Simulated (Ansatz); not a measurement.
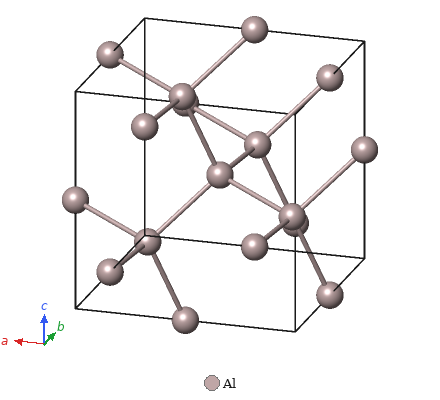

Al (Fd-3m, No. 227): the geometry given to an electronic-structure calculation, possibly off equilibrium; the starting structure was generated, so it need not be a known form of this composition.

```
Al
1.0
     5.94895    0.00000    0.00000
     0.00000    5.94895    0.00000
     0.00000    0.00000    5.94895
Al
8
Direct
  0.75000 0.75000 0.75000
  0.00000 0.50000 0.00000
  0.75000 0.25000 0.25000
  0.00000 0.00000 0.50000
  0.25000 0.75000 0.25000
  0.50000 0.50000 0.50000
  0.25000 0.25000 0.75000
  0.50000 0.00000 0.00000
```

### What will an iDPC-like image along [210] show? Simulated as the projected potential of neutral atoms (B = 0.5 Å²) blurred by a 0.69 Å probe, the thin-sample limit of integrated differential phase contrast.

The columns repeat on a centred rectangular net of 1.33 × 2.97 Å (plane group c2mm). All columns are alike (Al). The shortest distance between visible columns is 1.33 Å in projection. Along the beam the structure repeats every 13.30 Å.

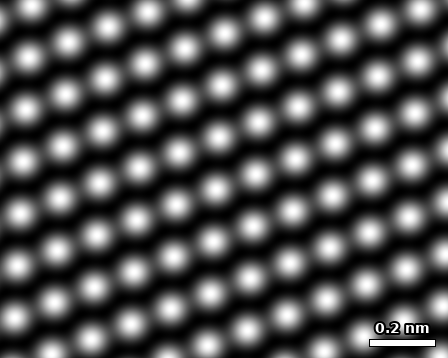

The simulated image.
